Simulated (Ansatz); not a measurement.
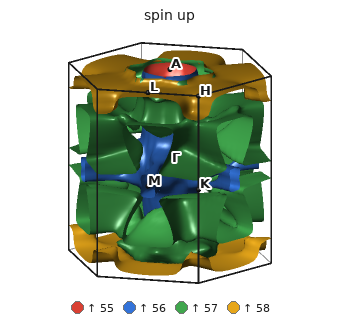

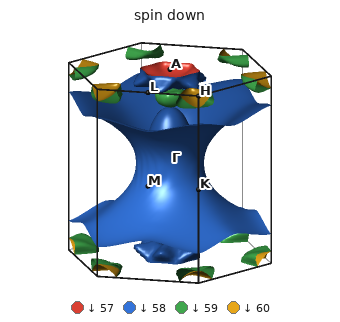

Spin-resolved Fermi surfaces of AlNi3 (space group P6_3/mmc, No. 194); the net moment is 1.1 μB per cell, and spin down is the majority channel.

Method: Ansatz, DFT PBE, scalar-relativistic, plane waves, PAW; levels and slopes on a dense k mesh at the converged density. Collinear spin polarisation. The levels come from a k mesh of 24×24×26 points. Unrelaxed database geometry (residual pressure 7 GPa). The cell comes from a database of computed structures, not from a measurement.

**How do the two spin channels differ at the Fermi level?**

Spin up has four and spin down four bands crossing, with 8.5 and 1.1 states/eV per cell, so (N↑ − N↓)/(N↑ + N↓) = 0.77.

**Describe the sheets.**

Spin-up band 55: one hole pocket centred at Γ (1.4 % of the zone) and one hole pocket centred at A (1.2 % of the zone); mean Fermi speed 0.98 × 10⁵ m/s; weight almost wholly on Ni.
Spin-up band 56: an open hole network that joins neighbouring zones in all directions (11 % of the zone); weight almost wholly on Ni.
Spin-up band 57: an open sheet between a empty part that runs through the repeated zones in all directions and a filled one that does so in two.
Spin-up band 58: an open sheet between a empty part that runs through the repeated zones in all directions and a filled one that does so in two; mean Fermi speed 1.3 × 10⁵ m/s.
Spin-down band 57: one hole pocket centred at A (0.59 % of the zone); mean Fermi speed 4.0 × 10⁵ m/s; weight Ni (90 %) and Al (10 %).
Spin-down band 58: one hole pocket centred at Γ (2.7 % of the zone), one hole pocket centred at A (1.6 % of the zone) and an open sheet between a filled part that runs through the repeated zones in all directions and an empty one that does so in two; mean Fermi speed 4.5 × 10⁵ m/s.
Spin-down band 59: two electron pockets centred at H (each 0.89 % of the zone) and two electron pockets on the Γ–A line (each 0.17 % of the zone); weight Ni (94 %).
Spin-down band 60: two electron pockets centred at H (each 0.43 % of the zone).
A pocket cut by a face of the zone is counted once with the part on the opposite face.
Weights are shares of the states' density in the atoms' Voronoi cells.
The shape of the surface of spin-up band 56 and spin-up band 57 changes its kind within 0.03 eV of this level, so small parts may appear, vanish, join or separate.

The run ends with a net moment of 1.1 μB a cell, the order reached from its starting moments, not necessarily the lowest. Necks and pockets thinner than about two mesh steps aren't resolved, so separate pockets may in truth be joined.
